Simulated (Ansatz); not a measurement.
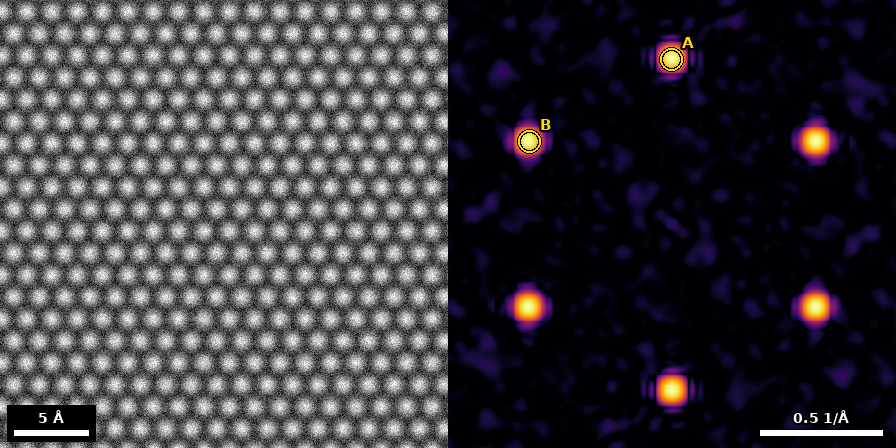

Dark-field STEM-like image of Ti (Fm-3m, No. 225) along [111]. Simulation: incoherent imaging, intensity Z^1.7 per atom, probe width 1.19 Å, thin sample. The probe carries 25 % of its weight in a tail 2.5 times as wide. The display is stretched by a gamma of 0.8; percentages refer to the linear signal. Shot noise was added. Structure used: the input geometry of an electronic-structure calculation (not necessarily at equilibrium); the starting structure was generated, so it need not be a known form of this composition.

The right panel is the modulus of the image's Fourier transform on a logarithmic scale.

a = 4.157 Å, b = 4.157 Å, c = 4.157 Å, α = 90.00°, β = 90.00°, γ = 90.00°

### Index the marked spots and give their plane spacings (the zone axis points at the viewer; indices equivalent by symmetry, or all signs reversed, are as good).

A: (-2 2 0), d = 1.47 Å; B: (-2 0 2), d = 1.47 Å. A and B enclose 60°, and every spot obeys the zone law hu + kv + lw = 0 for [111].
